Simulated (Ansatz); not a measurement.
Given this structure:

```yaml
crystal:
  lattice:
    - [3.08201, 0.00340, -0.01497]
    - [0.00340, 3.06436, 0.00553]
    - [-0.01497, 0.00553, 3.09437]
  atoms:
    - { symbol: Ti, position: [0.00000, 0.00000, 0.00000] }
    - { symbol: Al, position: [0.49810, 0.46081, 0.54918] }
```

What does this file describe?

It has the composition TiAl. Symmetry: P1 (translations only). It is a distorted form of a primitive cubic structure, space group Pm-3m (No. 221) within 0.45 Å: caesium chloride (CsCl, B2) type. The cell holds 2 atoms (1 Ti, 1 Al), Z = 1.

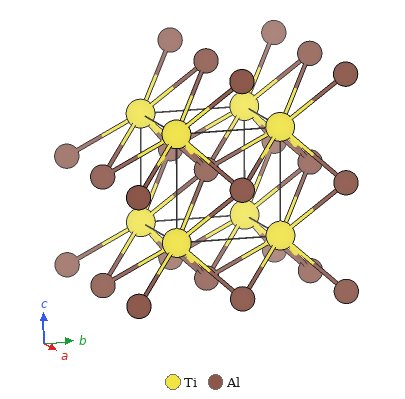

A ball-and-stick rendering, viewed slightly off an axis. One unit cell is framed, with atoms on its boundary repeated. Bonded neighbours in the next cells are drawn too. Colours: titanium yellow, aluminium brown.

Provenance: a structure listed in the Materials Project. The cell was then strained or its atoms displaced on purpose. It was run through Ansatz as a DFT input.

At this level of theory the cell isn't at rest (compressed, at 12 GPa and forces up to 1.3 eV/Å), so its distances can differ from those at equilibrium, the more so the softer the solid.
